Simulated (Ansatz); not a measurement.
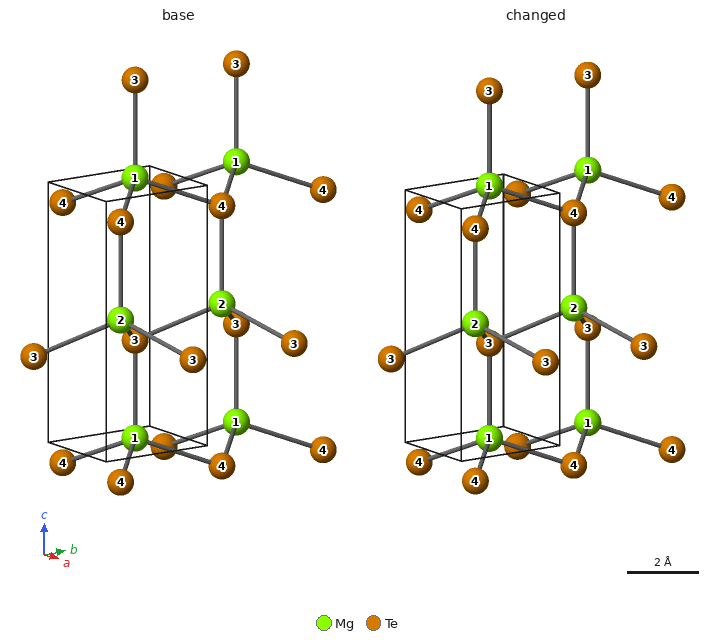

Left: crystalline MgTe (built on the wurtzite type) at its r2SCAN-relaxed geometry. Right: the same structure after one change, at the same scale. Style: ball-and-stick. Shown: the cell of the calculation, repeated 1 × 2 × 1 with one cell outlined, slightly off an axis.

Method: DFT, r2SCAN with spin-orbit coupling, plane waves, PAW in Ansatz 0.2.0. (plane-wave cutoff 500 eV; k-point mesh 6 × 6 × 4; occupations fixed; spin-orbit)

**What was changed?**

All lengths are scaled by −3.0 % (volume −8.7 %). The atoms were relaxed with r2SCAN under that strain, and this is a single point on that geometry.

**And its effect?**

The energy rises by 35.0 meV per atom. Pressure: 0.0 GPa before, 4.1 GPa after. The forces stay under 0.01 eV/Å. Near-neighbour distances before and after: Mg–Te 2.801 → 2.715 to 2.721 Å. The space group stays P6_3mc (No. 186).
